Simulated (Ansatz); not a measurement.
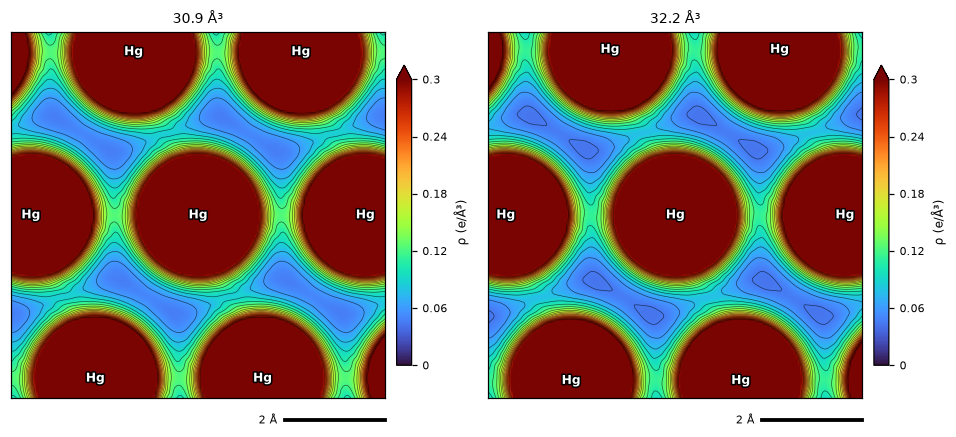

Hg. The valence pseudo-density of cells scaled evenly to different volumes (given per atom above each panel), on the (010) plane of each (indices in the axes of the cell below), at one length scale and on one colour scale.

A structure from a database of computed crystals, not necessarily the ambient phase.

Method: Ansatz, Kohn-Sham DFT of a periodic cell, PBE, Ansatz PAW.

Core electrons are frozen (PAW), and the valence fields are smoothed inside the atomic spheres.

The largest cell:

```
Hg
1.0
     2.11006   -2.65465    0.00000
     2.11006    2.65465    0.00000
    -2.10093    0.00000    2.87279
Hg
1
Direct
  0.00000 0.00000 0.00000
```

| volume (Å³/atom) | Hg–Hg contact in the plane (Å) | ρ at its midpoint (e/Å³) | pressure (GPa) | 
| --- | --- | --- | --- |
| 30.87 | 3.344 | 0.123 | −0.5 | 
| 31.53 | 3.368 | ? | ? | 
| 32.18 | 3.391 | 0.113 | −0.6 | 

Q: Estimate the missing row, and compare with the calculation.

A: Over the known rows ln ρ falls by 1.80 per Å of Hg–Hg distance (the line through the two), which gives 0.118 e/Å³ at 3.368 Å; the calculation gives 0.118 e/Å³. For the pressure, a straight line in volume between the neighbouring rows gives −0.6 GPa; the calculation gives −0.6.
